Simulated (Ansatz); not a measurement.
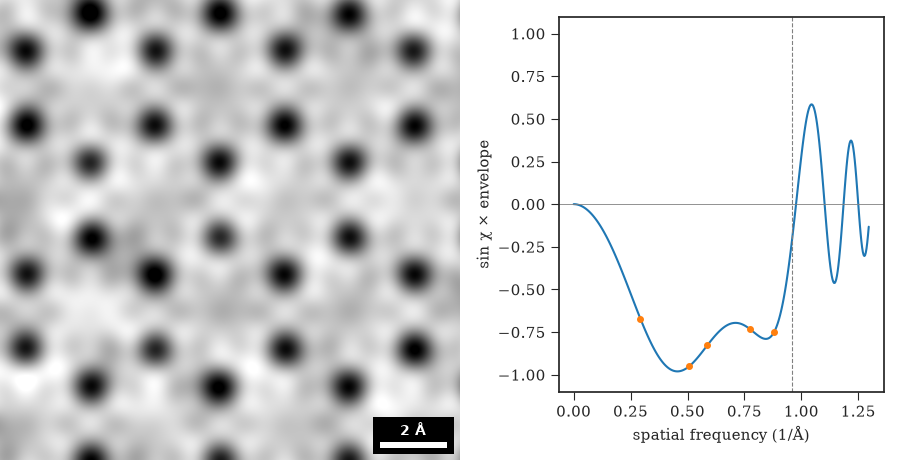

HRTEM-like image of Ca (P6_3/mmc, No. 194) along [001]. Simulated in the weak-phase-object approximation with neutral-atom potentials: 200 kV, Cs = 40 µm, defocus −120 Å (negative is underfocus), defocus spread 12 Å, aperture 0.96 1/Å. The speckle of an amorphous layer was added. Model: a calculation's starting geometry; the starting structure was generated, so it need not be a known form of this composition.

The plot gives the contrast transfer function, the aperture (dashed) and the crystal's spatial frequencies that carry visible contrast (dots).

What point resolution do these settings give, and which lattice spacings pass?

Answer. About 1.0 Å (0.66 |Cs|^(1/4) λ^(3/4) with λ = 0.0251 Å). The spacings that carry visible contrast are {100} at 3.41 Å, {110} at 1.97 Å, {200} at 1.70 Å, {210} at 1.29 Å, {300} at 1.14 Å.

Do the atom columns appear dark or bright, and why?

Answer. Dark. With positive Cs and underfocus sin χ is negative over the pass band, so the strongest columns (Ca) come out darker than the background.
